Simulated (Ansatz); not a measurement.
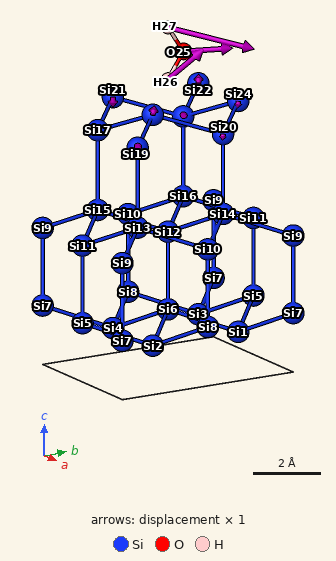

This is a constrained relaxation of a slab of composition Si₂₄H₂O (cut from the Fd-3m phase). The starting structure is drawn; purple arrows show the displacements, at their true length.

The picture is a ball-and-stick view of the cell of the calculation, outlined in the plane, without the vacuum (origin shifted), seen slightly off an axis.

Case: 1 H2O a cell, upright, over a hollow Si-Si site. The slab is the (1 1 1) face of Si with H2O on it. 12 atoms are held fixed.

Computed with DFT PBE+D3(BJ), scalar-relativistic, plane waves, PAW in Ansatz 0.2.0. Set-up: plane-wave cutoff 420 eV; k-point mesh 3 × 3 × 1; occupations gaussian; smearing width 0.05 eV; no spin polarisation; dipole correction; atoms relaxed in a fixed cell; force threshold 0.04 eV/Å; at most 100 steps.

Question: Atoms of which element are displaced furthest, and by how much?

Answer: Hydrogen: up to 2.74 Å, against 1.53 Å for oxygen.

Question: What did the optimiser do to the structure, and how much energy did it gain?

Answer: Over 19 accepted moves (20 points after the start) the energy falls by 1.440 eV per cell of the calculation. The largest force component goes from 1.4 to 0.012 eV/Å. The line search rejected the trial step at point 18 of the run. The atom that moves furthest is an H atom (2.74 Å at 78° to the normal (−c side)). Largest moves by element: H 2.74 Å, O 1.53 Å, Si 0.35 Å. The cell stays as it was. Among the contacts that change: O–Si 2.271 → 1.982 Å, Si–Si 2.415 → 2.327 Å, Si–Si 2.316 → 2.369 Å, Si–Si 2.340 → 2.300 Å. Bond angles that change, for instance: Si–Si–Si 107.2° → 93.7°, Si–Si–Si 111.7° → 99.3°, Si–Si–Si 107.2° → 119.3°. The run took 16 min on 2 threads of Arm Neoverse V1, with other jobs on the host, peak memory 1.7 GiB.

Limits of the set-up: the periodic images lie only 7.7 Å apart, so the values are limited by the cell's size.
